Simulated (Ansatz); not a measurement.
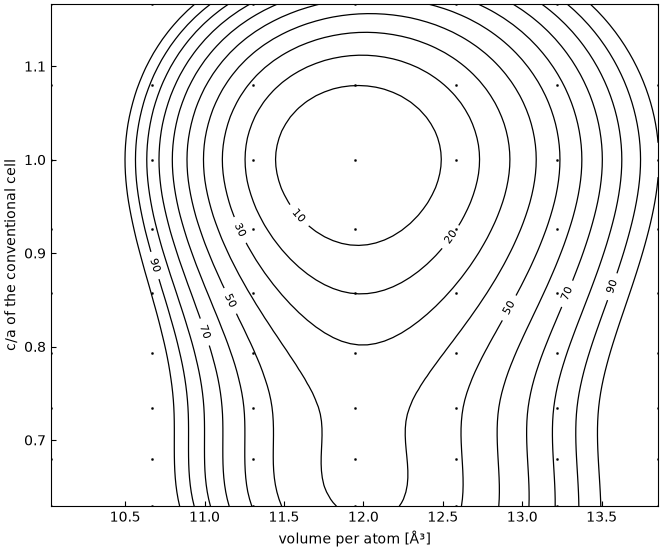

Energy landscape of Cu (Fm-3m, No. 225; 1 atom in the cell). The energy is mapped over volume and the cell's shape. First axis: volume per atom. Second axis: c/a of the conventional cell. Nothing is relaxed (symmetry fixes all fractional coordinates). The scan uses a 7 × 9 grid. Points are written as (first, second). All energies are given in meV/atom relative to the lowest grid point. Level of theory: DFT PBE, scalar-relativistic, plane waves, PAW in Ansatz 0.2.0. Settings: cutoff 520 eV, k-mesh 24×24×24, gaussian smearing 0.15 eV, no spin polarisation.

In the figure: contour lines labelled in meV/atom (none above 100), dots at the grid points. Between grid points the surface is interpolated. 

> Describe this landscape.

The lowest grid point is at (11.94 Å³, 1.000) [fcc]. The highest grid point, (10.03 Å³, 1.167), lies 258 meV/atom above the lowest. Round the minimum the two coordinates are nearly uncoupled.

The values on the grid:

```
c/a of the conventional cell ↓, volume per atom →  10.03  10.67  11.31  11.94  12.58  13.22  13.86
                                            1.167    258    134     69     47     55     86    133
                                            1.080    206     88     28     10     23     57    107
                                            1.000    192     75     17      0     13     49    100
                                            0.926    201     84     25      7     20     54    105
                                            0.857    218     99     39     20     32     65    115
                                            0.793    231    112     51     31     43     76    125
                                            0.734    236    117     56     37     48     81    130
                                            0.680    237    118     57     37     48     81    130
                                            0.629    243    122     59     39     49     81    129
```

Time for the 63 points that were run: 25 min on 1 thread of Arm Neoverse N1, on a shared host.

PAW datasets: the set soft_1.
